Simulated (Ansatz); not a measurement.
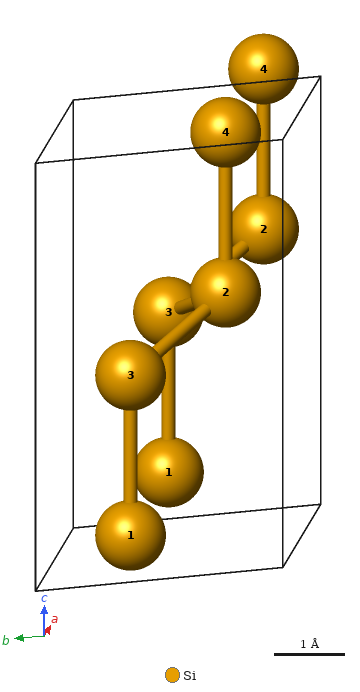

This is crystalline Si (set up in P6_3/mmc). Style: ball-and-stick. Shown: the cell of the calculation, repeated 2 × 1 × 1 with one cell outlined, from a free direction.

The calculation used DFT r2SCAN, scalar-relativistic, plane waves, PAW (Ansatz). Settings: plane-wave cutoff 500 eV; k-point mesh 12 × 12 × 4; occupations gaussian; smearing width 0.02 eV; no spin polarisation.

Now this is done to it. Shear of c along a, +6.0 %, is applied. The cell is then held and the atoms relaxed.

Question: What does the calculation give for the changed structure?

Answer: The drawn cell changes at constant volume: a = b unchanged at 3.832 Å, c 6.342 → 6.353 Å (+0.2 %), α 90.0° → 91.7°, β 90.0° → 86.6°. The largest moves relative to the cell, 0.014 Å, are those of Si1, Si2, Si3 and Si4. Si3 goes roughly along +a. Among the bonded contacts that change: Si–Si 2.353 → 2.339 to 2.370 Å. The space group (tolerance 0.01 Å) goes from P6_3/mmc (No. 194) to C2/c (No. 15). It costs 12.1 meV per atom. The pressure goes from 0.0 to −0.1 GPa. The principal stresses (compression positive) are 3.0 GPa along [2 0 −1], 0.1 GPa along [1 2 0], −3.4 GPa along [3 0 2]. The gap on the k-mesh: 0.61 eV before, 0.47 eV after.

The changed structure in the same view:

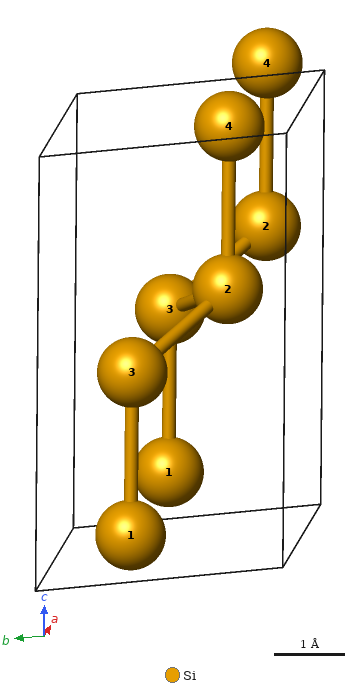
